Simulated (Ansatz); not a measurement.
Input

```
crystal:
  lattice:
    - [0.1109341194, 2.6245470978, 2.6245470978]
    - [2.6245470978, 0.1109341194, 2.6245470978]
    - [2.6245470978, 2.6245470978, 0.1109341194]
  atoms:
    - { symbol: K, position: [0.0, 0.0, 0.0] }
    - { symbol: F, position: [0.5, 0.5, 0.5] }
basis:
  ecutwfc: 520.0
kpoints:
  mp_grid: { grid: [8, 8, 8] }
hamiltonian:
  xc: lda
scf:
  occupations: { method: gaussian, width: 0.05 }
output:
  forces: true
  stress: true
  eigenvalues: true
  write_density: true
  write_potential: true
  elf: true
  volumetric_format: npy
```

Command:

```sh
ansatz run input.yaml --threads 1 --pin off --max-ram 2048MiB --backend cpu --events-out ev --progress --plain --runs-dir out
```

Below, planes, directions and counts refer to the conventional cell (a = 3.55 Å, b = 3.55 Å, c = 9.28 Å, α = 90.00°, β = 90.00°, γ = 120.00°).

Space group R-3m.

Level of theory: Ansatz, DFT LDA, scalar-relativistic, plane waves, PAW.

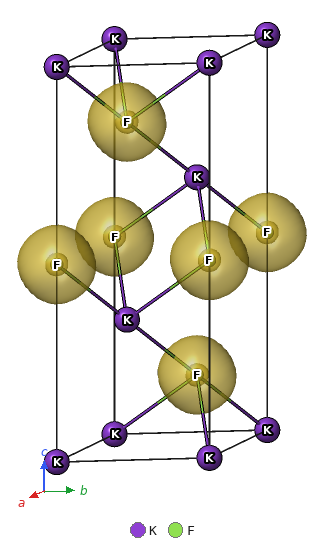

KF. Isosurface of the electron localisation function at 0.65 (yellow), seen slightly off an axis. Core shells and regions of very low density are left out. Sticks mark near contacts.

In a PAW calculation such maps are meaningful between the atoms, not at the nuclei.

Question: Where are the electrons localised?

Answer: The ELF exceeds this value in three regions wrapped around F (the valence shell of each), counted in one cell of 6 atoms. Any copies at cell faces, edges or corners count once. Along the contacts the grid gives the following. K–F (2.57 Å): the ELF is about 0.05 at the midpoint; a largely ionic contact.

Question: Does the calculation make it a metal, or give it a gap?

Answer: It is gapped, with a Kohn–Sham gap of 6.4 eV on the k-point mesh, an upper bound to the gap of this method.
